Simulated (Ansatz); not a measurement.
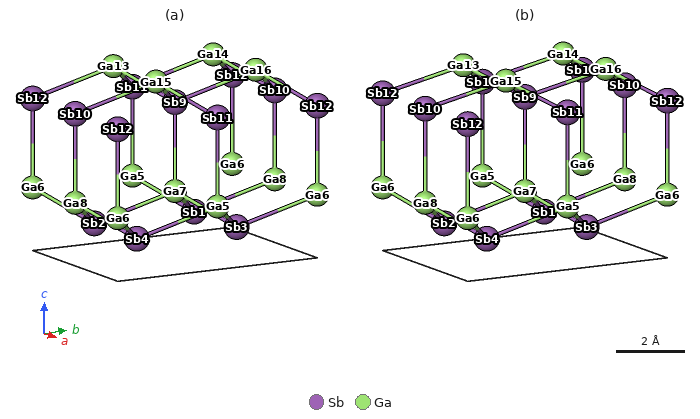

The structure of a slab of composition GaSb (cut from the F-43m phase) before (left) and after (right) a constrained relaxation, at one scale.

A ball-and-stick model of the cell of the calculation, outlined in the plane, without the vacuum (origin shifted), seen slightly off an axis.

Case: clean slab, lower planes held. The slab is the (1 1 1) face of GaSb. 8 atoms are held fixed.

All numbers below come from DFT PBE+D3(BJ), scalar-relativistic, plane waves, PAW (Ansatz 0.2.0).

Input file:
```yaml
crystal:
  lattice:
    - [8.6680824752, 0.0, 0.0]
    - [-4.3340412376, 7.5067796256, 0.0]
    - [0.0, 0.0, 20.4234123151]
  atoms:
    - { symbol: Sb, position: [0.5, 0.0, 0.3917073149] }
    - { symbol: Sb, position: [0.5, 0.5, 0.3917073149] }
    - { symbol: Sb, position: [0.0, 0.0, 0.3917073149] }
    - { symbol: Sb, position: [0.0, 0.5, 0.3917073149] }
    - { symbol: Ga, position: [0.1666666667, 0.8333333333, 0.435024389] }
    - { symbol: Ga, position: [0.1666666667, 0.3333333333, 0.435024389] }
    - { symbol: Ga, position: [0.6666666667, 0.8333333333, 0.435024389] }
    - { symbol: Ga, position: [0.6666666667, 0.3333333333, 0.435024389] }
    - { symbol: Sb, position: [0.6666666667, 0.8333333333, 0.564975611] }
    - { symbol: Sb, position: [0.6666666667, 0.3333333333, 0.564975611] }
    - { symbol: Sb, position: [0.1666666667, 0.8333333333, 0.564975611] }
    - { symbol: Sb, position: [0.1666666667, 0.3333333333, 0.564975611] }
    - { symbol: Ga, position: [0.3333333333, 0.6666666667, 0.6082926851] }
    - { symbol: Ga, position: [0.3333333333, 0.1666666667, 0.6082926851] }
    - { symbol: Ga, position: [0.8333333333, 0.6666666667, 0.6082926851] }
    - { symbol: Ga, position: [0.8333333333, 0.1666666667, 0.6082926851] }
basis:
  ecutwfc: 420
kpoints:
  mp_grid: { grid: [3, 3, 1] }
hamiltonian:
  xc: pbe
  dispersion: d3bj
scf:
  occupations: { method: gaussian, width: 0.1 }
output:
  forces: true
  eigenvalues: true
  write_density: true
  write_potential: true
  elf: true
  volumetric_format: npy
relax:
  adjacent_minimum: "off"
  f_tol: 0.03
  max_steps: 70
  constraints: [{ sites: [0, 1, 2, 3, 4, 5, 6, 7] }]
efield:
  axis: 3
  dipole_correction: true
  ramp_width: 0.04
```

Run as
```bash
ansatz run input.yaml --threads 4 --pin off --max-ram 10240MiB --backend cpu --events-out ev --progress --plain --runs-dir out
```

Q: Describe what moved and what it gained.

A: The largest moves, 0.15 Å, are those of Sb9, Sb10, Sb11 and Sb12. Sb9 goes along the normal (+c). Largest moves by element: Sb 0.15 Å, Ga 0.03 Å. The cell stays as it was. Among the contacts that change: Ga5–Sb11 2.654 → 2.807 Å, Sb10–Ga14 2.654 → 2.615 Å. Bond angles that change, for instance: Ga8–Sb10–Ga14 109.5° → 106.9°, Ga14–Sb10–Ga15 109.5° → 112.0°, Sb9–Ga13–Sb11 109.5° → 112.0°. Over 4 geometry steps the energy falls by 0.208 eV per cell of the calculation. The largest force component goes from 0.82 to 0.014 eV/Å.
